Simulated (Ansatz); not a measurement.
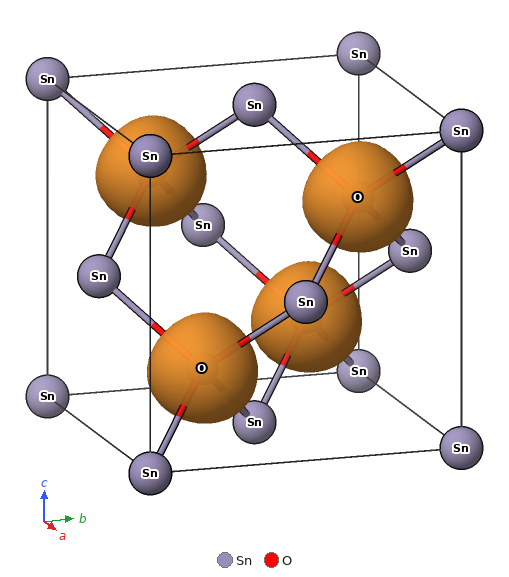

*SnO. Isosurface of the electron localisation function at 0.6 (orange), seen slightly off an axis. Core shells and regions of very low density are left out. Sticks mark near contacts.*

Space group F-43m; a generated structure, not necessarily the stable one; changed on purpose from its base cell (volume × 1.000 of the coarse rest volume).

Computed with Ansatz, DFT LDA, scalar-relativistic, plane waves, PAW.

Core electrons are frozen (PAW), and the valence fields are smoothed inside the atomic spheres.

What do the ELF domains correspond to?

Answer. The surface consists of four regions wrapped around O (the valence shell of each), counted in one cell of 8 atoms. Regions shared between cells count once. Profiles from the grid: Sn–O (2.32 Å): the ELF is about 0.20 at the midpoint; no shared electron pair shows on this line.

Does the calculation make it a metal, or give it a gap?

Answer. It is metallic or semimetallic at this level of theory: no gap opens.
